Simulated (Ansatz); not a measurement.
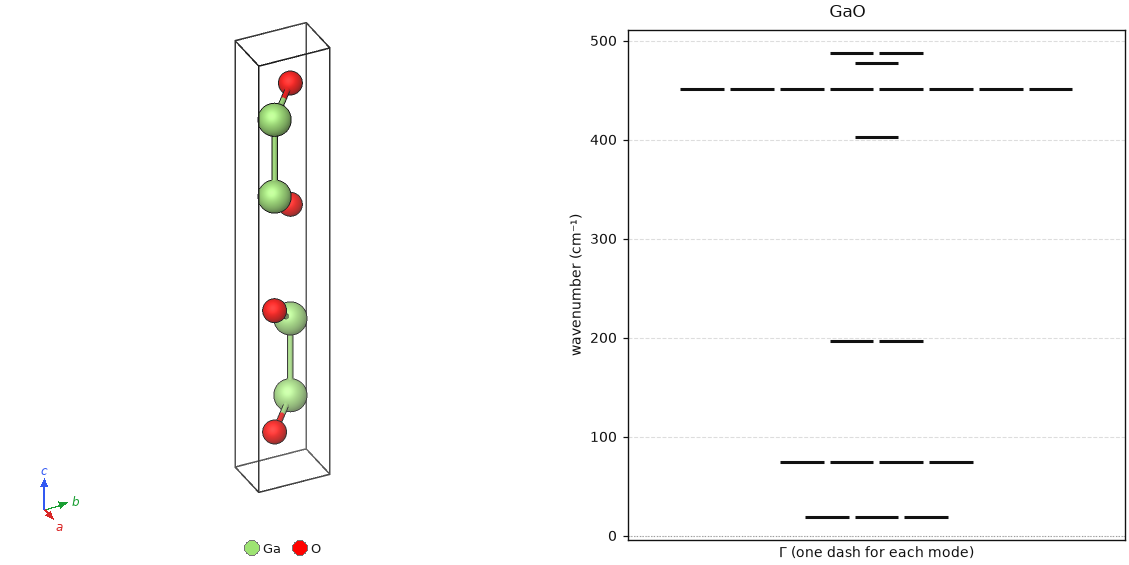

The plot gives the computed zone-centre optical phonon frequencies (the three acoustic modes are left out) for GaO, space group P6_3/mmc (No. 194) (cell built by us, not taken from a database). The conventional cell is drawn beside the plot.

Starting cell:
```cif
data_structure
_symmetry_space_group_name_H-M 'P 1'
_symmetry_Int_Tables_number 1
_cell_length_a 3.1047
_cell_length_b 3.1047
_cell_length_c 13.9146
_cell_angle_alpha 90.000
_cell_angle_beta 90.000
_cell_angle_gamma 120.000
_cell_volume 116.15
loop_
_atom_site_label
_atom_site_type_symbol
_atom_site_fract_x
_atom_site_fract_y
_atom_site_fract_z
_atom_site_occupancy
Ga1 Ga 0.33333 0.66667 0.15997 1
Ga2 Ga 0.66667 0.33333 0.65997 1
Ga3 Ga 0.33333 0.66667 0.34003 1
Ga4 Ga 0.66667 0.33333 0.84003 1
O1 O 0.33333 0.66667 0.60767 1
O2 O 0.66667 0.33333 0.10767 1
O3 O 0.33333 0.66667 0.89233 1
O4 O 0.66667 0.33333 0.39233 1
```

Computed with Ansatz 0.2.0: harmonic phonon frequencies at the zone centre with atoms at rest in the given cell, without the long-range term of polar modes, the three translations left out, imaginary frequencies are negative; plane waves with PAW datasets, Γ-centred k mesh. Level: PBE, no spin polarisation.

```
      setting            value
  wave cutoff           420 eV
       k mesh          12×12×2
  occupations            fixed
     pressure            0 GPa
phonon method  linear response
```

Question: Is the structure dynamically stable by these modes?

Answer: No frequency is imaginary, so the structure is stable to these displacements (zone-boundary modes weren't tested here).

Question: Where does the highest mode lie?

Answer: The highest mode lies at 490.7 cm⁻¹ (without the field of polar modes).

Question: List the optical modes with their degeneracies.

Answer: 19.0, 21.9 (×2), 74.8 (×2), 77.6 (×2), 196.2, 197.5, 402.6, 451.3 (×4), 452.0 (×4), 477.4, 487.2, 490.7 cm⁻¹.

Caveats: field response not converged on the k mesh; weakly bound, no dispersion correction.
